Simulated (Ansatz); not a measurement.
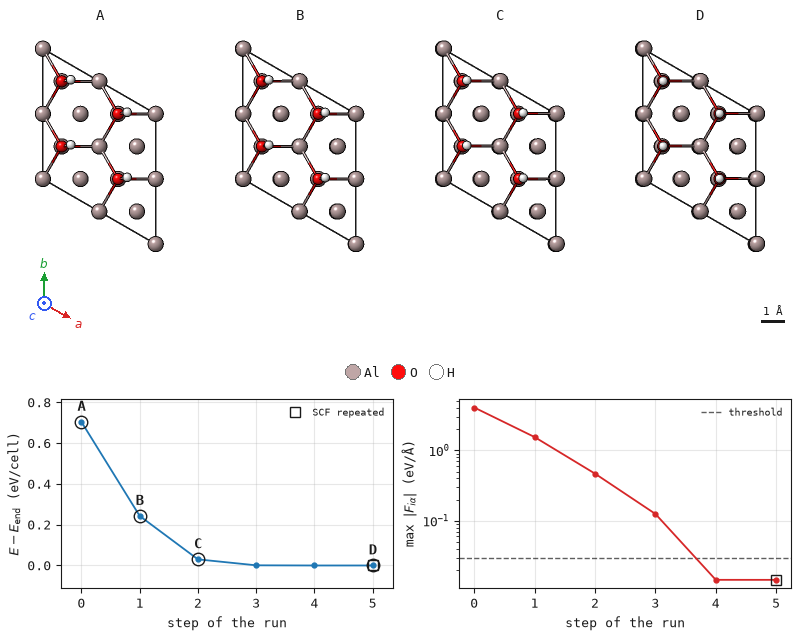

Frames of a constrained relaxation of a slab of composition Al8HO (cut from the P6_3/mmc phase), marked on the history of the run. The picture is a ball-and-stick view of the 2 × 2 repeat of the cell, outlined in the plane, without the vacuum, seen along the c axis.

Case: OH put at a hollow Al-Al-Al site. The slab is the (0 0 1) face of Al with OH on it. 4 atoms are held fixed.

Computed with Ansatz, DFT PBEsol, scalar-relativistic, plane waves, PAW.

The input:
```yaml
crystal:
  lattice:
    - [2.8362844922, 0.0, 0.0]
    - [-1.4181422461, 2.4562944226, 0.0]
    - [0.0, 0.0, 36.1937615421]
  atoms:
    - { symbol: Al, position: [0.3333333333, 0.6666666667, 0.2348471018] }
    - { symbol: Al, position: [0.0, 0.0, 0.2992376836] }
    - { symbol: Al, position: [0.6666666667, 0.3333333333, 0.3636282653] }
    - { symbol: Al, position: [0.0, 0.0, 0.4280188471] }
    - { symbol: Al, position: [0.3333333333, 0.6666666667, 0.4918984047] }
    - { symbol: Al, position: [0.0, 0.0, 0.5565679947] }
    - { symbol: Al, position: [0.6666666667, 0.3333333333, 0.6213095404] }
    - { symbol: Al, position: [0.0, 0.0, 0.6870105253] }
    - { symbol: O, position: [0.3333333333, 0.6666666667, 0.7124292704] }
    - { symbol: H, position: [0.4937907287, 0.7709662922, 0.7367428527] }
basis:
  ecutwfc: 420
kpoints:
  mp_grid: { grid: [12, 12, 1] }
hamiltonian:
  xc: pbesol
scf:
  occupations: { method: gaussian, width: 0.1 }
output:
  forces: true
  eigenvalues: true
  write_density: true
  write_potential: true
  elf: true
  volumetric_format: npy
relax:
  adjacent_minimum: "off"
  f_tol: 0.03
  max_steps: 70
  constraints: [{ sites: [0, 1, 2, 3] }]
efield:
  axis: 3
  dipole_correction: true
  ramp_width: 0.04
```

Launched with:
```bash
ansatz run input.yaml --threads 2 --pin off --max-ram 5120MiB --backend cpu --events-out ev --progress --plain --runs-dir out
```

### What happens along the run?

After 4 accepted moves (5 points after the start) the energy has fallen by 0.705 eV per cell of the calculation. The largest force component goes from 4.1 to 0.014 eV/Å. 1 step only repeated the SCF at the same geometry. The largest move is that of H10, 0.36 Å at 67° to the normal (+c side). Largest moves by element: H 0.36 Å, Al 0.24 Å, O 0.07 Å. The cell doesn't change. Some distances before and after: Al8–O9 1.878 → 2.014 Å, O9–H10 0.967 → 0.998 Å. Among the angles between lasting bonds that change: Al8–O9–H10 95.2° → 125.5°, O9–Al8–O9 98.1° → 89.6°, Al8–O9–Al8 98.1° → 89.6°. The run took 3.2 min on 2 threads of Intel(R) Xeon(R) Processor @ 2.70GHz, with other jobs on the host, peak memory 0.77 GiB. From step 0 to 1: Al8 moves most (0.19 Å), energy −0.462 eV per cell of the calculation. From step 1 to 2: H10 moves most (0.20 Å), energy −0.213 eV per cell of the calculation. From step 2 to 5: H10 moves most (0.16 Å), energy −30.1 meV per cell of the calculation.

Limits of the set-up: the cell has an odd number of electrons but was run without spin polarisation; the periodic images lie only 2.8 Å apart, so the values are limited by the cell's size.
